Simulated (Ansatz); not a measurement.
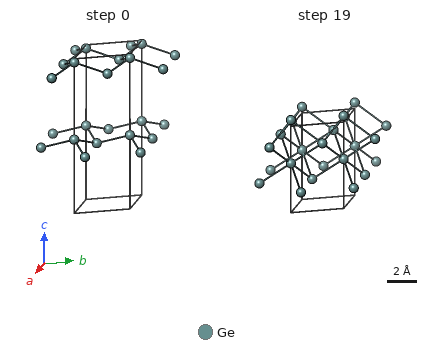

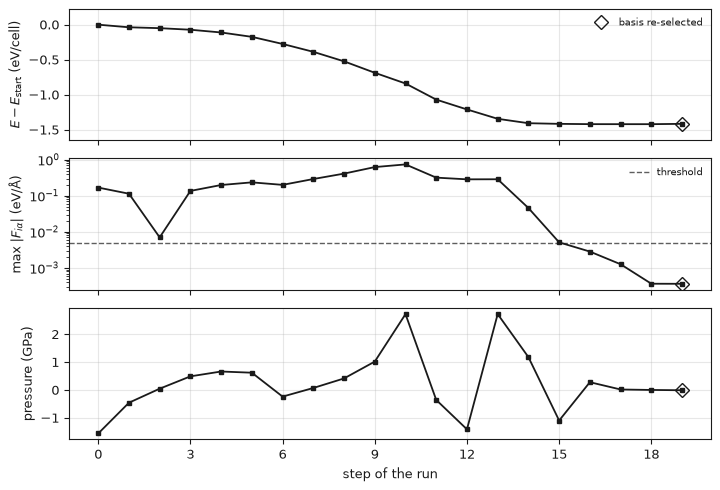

First and last geometry of a relaxation of solid Ge (set up in P6_3mc), with the history of the run. The picture is a ball-and-stick view of the cell of the calculation, seen slightly off an axis.

All numbers below come from DFT PBEsol, scalar-relativistic, plane waves, PAW (Ansatz 0.2.0).

Input file:
```yaml
crystal:
  lattice:
    - [4.0504045371, 0.0, 0.0]
    - [-2.0252022686, 3.5077532247, 0.0]
    - [0.0, 0.0, 10.993359]
  atoms:
    - { symbol: Ge, position: [0.0, 0.0, 0.977452] }
    - { symbol: Ge, position: [0.0, 0.0, 0.477452] }
    - { symbol: Ge, position: [0.33333333, 0.66666667, 0.914848] }
    - { symbol: Ge, position: [0.66666667, 0.33333333, 0.414848] }
basis:
  ecutwfc: 420
kpoints:
  mp_grid: { grid: [12, 12, 4] }
hamiltonian:
  xc: pbesol
scf:
  occupations: { method: gaussian, width: 0.1 }
output:
  forces: true
  stress: true
  eigenvalues: true
  write_density: true
  write_potential: true
  elf: true
  volumetric_format: npy
relax:
  adjacent_minimum: "off"
  f_tol: 0.005
  max_steps: 80
  cell: { stress_tol: 0.05 }
```

Launched with:
```bash
ansatz run input.yaml --threads 2 --pin off --max-ram 5120MiB --backend cpu --events-out ev --progress --plain --runs-dir out
```

Q: What do the curves and the structures tell?

A: It converged. After 18 accepted moves (19 points after the start) the energy has fallen by 1.416 eV per cell of the calculation. Largest force component: 0.17 eV/Å at the start, 0.00036 eV/Å at the end. Pressure: −1.56 GPa at the start and −0.01 GPa at the end. The SCF was repeated once at an unchanged geometry on a basis and grid sized afresh for the cell, which shifted the energy by 4.5 meV per cell of the calculation at most. The largest moves relative to the cell, 0.58 Å, are those of Ge1, Ge2, Ge3 and Ge4. Ge4 goes along −c. The drawn cell changes as follows: a = b 4.050 → 3.837 Å (−5.3 %), c 10.993 → 6.150 Å (−44.1 %); the volume changes by −49.8 %. Near-neighbour distances that change, for instance: Ge1–Ge4 5.347 → 2.696 Å, Ge1–Ge3 2.438 → 2.697 Å. New bonds form, among them: Ge1–Ge4 (5.35 → 2.70 Å), Ge2–Ge3 (5.35 → 2.70 Å). Bond angles that change, for instance: Ge3–Ge1–Ge3 112.4° → 90.7°. The space group (tolerance 0.01 Å) goes from P6_3mc (No. 186) to P6_3/mmc (No. 194). Cost: 4.6 min on 2 threads of Arm Neoverse V2, on a shared host, peak memory 0.53 GiB.
